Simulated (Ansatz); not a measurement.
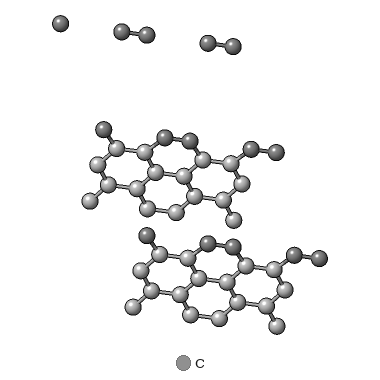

The system is N on a C(111) slab cut from the P6/mmm phase, its upper half relaxed before the scan (10 atoms of substrate and one adsorbate in a 1 × 1 cell); the picture shows it without the atoms that are moved over the map. 
- N is moved over the surface cell; relaxed at each place: the height of the adsorbate's atoms; substrate rigid; the origin of the map has the adsorbate above C9.
- Places are given modulo a cell vector. The map is drawn in real space over the plane of the surface.
- The scan uses a 4 × 4 grid. At 2 points there is no value.
- Energies are in eV, from the lowest grid point.
- At some places the adsorbate sinks to or below the level of the top layer. With one adsorbate in each 1 × 1 cell, its nearest image is 4.3 Å away, so neighbouring adsorbates interact.
- Method: DFT PBE, scalar-relativistic, plane waves, PAW (Ansatz 0.2.0). Settings: cutoff 420 eV, k-mesh 7×3×1, gaussian smearing 0.1 eV, no spin polarisation.

Range: position of N11 along the first surface vector from 0.00 to 0.75; position of N11 along the second surface vector from 0.00 to 0.75.

### Predict the map.

The lowest grid point is at (3/4, 0/4) of the cell vectors [nearest 1 C at 1.31 Å]. The highest grid point, a place at or below the level of the top layer, (1/4, 2/4) of the cell vectors, lies 6.3 eV above the lowest.

| second ↓, first → | 0/4 | 1/4 | 2/4 | 3/4 |
| --- | --- | --- | --- | --- |
| 3/4 | 5.3 | 5.6 | 5.3 | 5.0 |
| 2/4 | 6.3 | 6.3 | 6.3 | 6.3 |
| 1/4 | 4.8 | – | 5.0 | – |
| 0/4 | 0.4 | 1.1 | 1.0 | 0.0 |

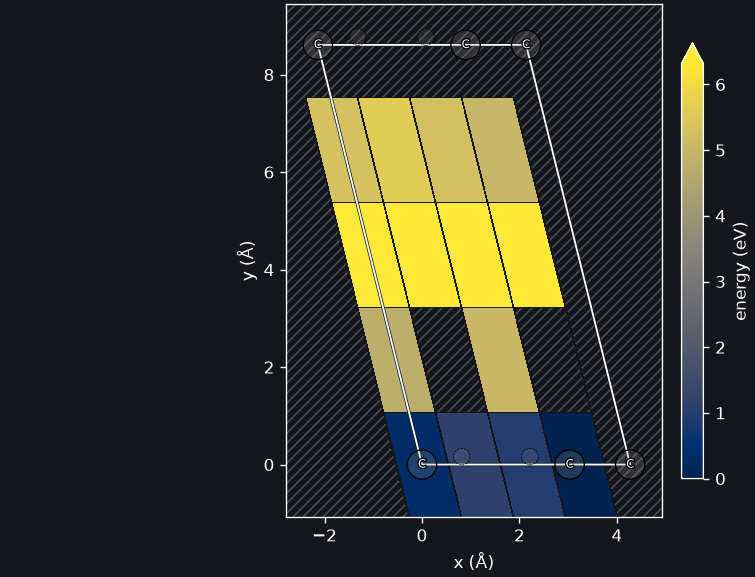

In the figure: one coloured cell a grid point, labelled circles for the atoms of the top layer and small ones for the second layer, the outline of one cell of the plane, one colour for all values above the top of the scale, hatched blanks where no value was computed.

Time for the 14 points that were run: 19 min on 2 threads of Arm Neoverse V1, with other jobs on the host.

PAW datasets: the set soft_1.
